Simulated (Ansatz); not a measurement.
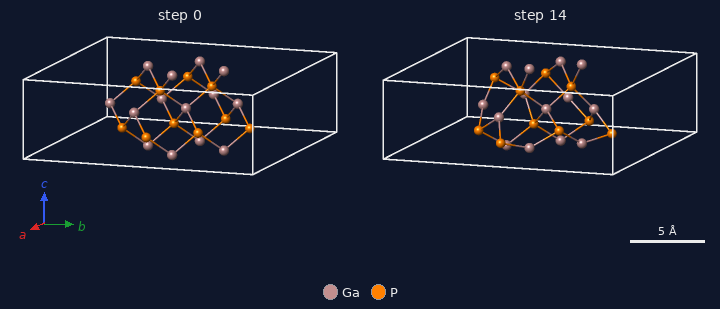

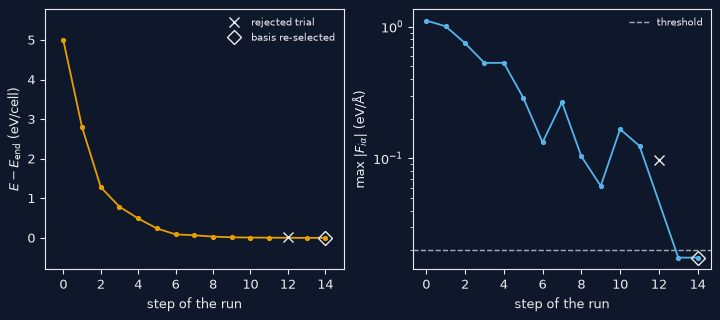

First and last geometry of a relaxation of a wire of composition GaP, with the history of the run. A ball-and-stick model of the cell of the calculation, with the vacuum cut short (origin shifted), seen slightly off an axis.

Case: wire along [0 0 1], 20 atoms a period.

The calculation used Ansatz 0.2.0, DFT PBE, scalar-relativistic, plane waves, PAW.

Input
```yaml
crystal:
  lattice:
    - [18.6, 0.0, 0.0]
    - [0.0, 18.9, 0.0]
    - [0.0, 0.0, 5.5050736298]
  atoms:
    - { symbol: Ga, position: [0.241024762, 0.5364092171, 0.0], spin: 0.3 }
    - { symbol: Ga, position: [0.5369964626, 0.2451354801, 0.0], spin: 0.3 }
    - { symbol: Ga, position: [0.5369964626, 0.5364092171, 0.0], spin: 0.3 }
    - { symbol: P, position: [0.3150176872, 0.6092276514, 0.75], spin: 0.3 }
    - { symbol: P, position: [0.6109893877, 0.3179539144, 0.75], spin: 0.3 }
    - { symbol: P, position: [0.6109893877, 0.6092276514, 0.75], spin: 0.3 }
    - { symbol: Ga, position: [0.5369964626, 0.3907723486, 0.5], spin: 0.3 }
    - { symbol: Ga, position: [0.5369964626, 0.6820460856, 0.5], spin: 0.3 }
    - { symbol: P, position: [0.3150176872, 0.4635907829, 0.25], spin: 0.3 }
    - { symbol: P, position: [0.6109893877, 0.4635907829, 0.25], spin: 0.3 }
    - { symbol: Ga, position: [0.3890106123, 0.5364092171, 0.5], spin: 0.3 }
    - { symbol: Ga, position: [0.6849823128, 0.5364092171, 0.5], spin: 0.3 }
    - { symbol: P, position: [0.4630035374, 0.3179539144, 0.25], spin: 0.3 }
    - { symbol: P, position: [0.4630035374, 0.6092276514, 0.25], spin: 0.3 }
    - { symbol: Ga, position: [0.3890106123, 0.3907723486, 0.0], spin: 0.3 }
    - { symbol: Ga, position: [0.3890106123, 0.6820460856, 0.0], spin: 0.3 }
    - { symbol: Ga, position: [0.6849823128, 0.3907723486, 0.0], spin: 0.3 }
    - { symbol: P, position: [0.4630035374, 0.4635907829, 0.75], spin: 0.3 }
    - { symbol: P, position: [0.4630035374, 0.7548645199, 0.75], spin: 0.3 }
    - { symbol: P, position: [0.758975238, 0.4635907829, 0.75], spin: 0.3 }
basis:
  ecutwfc: 420
kpoints:
  mp_grid: { grid: [1, 1, 6] }
hamiltonian:
  xc: pbe
scf:
  occupations: { method: gaussian, width: 0.05 }
  lower_state_search: "off"
output:
  forces: true
  stress: true
  eigenvalues: true
  populations: true
  write_density: true
  write_potential: true
  elf: true
  volumetric_format: npy
magnetization:
  spin_polarized: true
relax:
  adjacent_minimum: "off"
  f_tol: 0.02
  max_steps: 45
  cell: { fix: [a, b, alpha, beta, gamma], stress_tol: 0.03 }
```

Command:
```bash
ansatz run input.yaml --threads 4 --pin off --max-ram 11264MiB --backend cpu --events-out ev --progress --plain --runs-dir out
```

Read the history and describe the run.

It converged. Over 12 accepted moves (14 points after the start) the energy falls by 4.989 eV per cell of the calculation. Largest force component: 1.1 eV/Å at the start, 0.018 eV/Å at the end. The line search rejected the trial step at point 12 of the run. The SCF was repeated once at an unchanged geometry on a basis and grid sized afresh for the cell, which shifted the energy by 0.6 meV per cell of the calculation at most. The largest moves relative to the centre of the atoms, 0.92 Å, are those of Ga1 and Ga2. By element the largest moves are Ga 0.92 Å, P 0.58 Å. Along the periodic axis the drawn cell goes c 5.505 → 5.468 Å (−0.7 %). Near-neighbour distances that change, for instance: Ga1–P4 2.384 → 2.216 Å, Ga16–P19 2.384 → 2.242 Å, Ga1–P9 2.384 → 2.252 Å, Ga12–P20 2.384 → 2.274 Å. Bond angles that change, for instance: P4–Ga1–P9 109.5° → 164.8°, Ga8–P19–Ga16 109.5° → 81.7°, P14–Ga16–P19 109.5° → 134.0°. The program noted that the starting moments weren't kept. The run may lie on a higher electronic state than the lowest, so the end point isn't shown to be the ground-state structure. The run took 32 min on 4 threads of Intel(R) Xeon(R) Processor @ 2.70GHz (shared host), peak memory 4.8 GiB.
